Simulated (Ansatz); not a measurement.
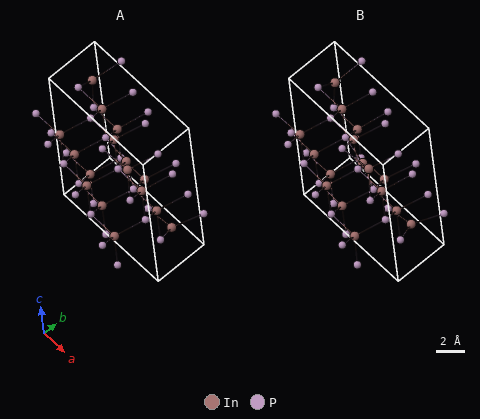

Two geometries of a defect cell of composition In16P15 (cell charge +3), drawn at one scale. One is the start of a relaxation, the other its converged end. Style: ball-and-stick. Shown: the cell of the calculation (origin shifted), slightly off an axis.

All numbers below come from DFT PBE, scalar-relativistic, plane waves, PAW (Ansatz 0.2.0). Set-up: plane-wave cutoff 420 eV; k-point mesh 2 × 2 × 2; occupations gaussian; smearing width 0.02 eV; mesh shifted by (0.5, 0.5, 0.5); no spin polarisation; atoms relaxed in a fixed cell; force threshold 0.025 eV/Å; at most 45 steps.

Which one is relaxed?

Answer. Structure B is the relaxed one. Case: P vacancy (site d), charge +3, atoms relaxed at the host's cell. After 2 accepted moves (3 points after the start) the energy has fallen by 0.414 eV per cell of the calculation. Largest force component: 0.43 eV/Å at the start, 0.018 eV/Å at the end. 1 step only repeated the SCF at the same geometry. The largest moves, 0.29 Å, are those of In atoms. Largest moves by element: In 0.29 Å, P 0.02 Å. The lattice vectors keep their values. Near-neighbour distances that change, for instance: In–P 2.541 → 2.512 Å, In–P 2.557 → 2.535 Å. Bond angles that change, for instance: In–P–In 103.4° → 97.0°, P–In–P 114.6° → 118.4°. The run took 110 s on 4 threads of Arm Neoverse N1, on a shared host, peak memory 1.7 GiB.

Limits of the set-up: the cell is charged, on a uniform background, and energies carry no finite-size correction.
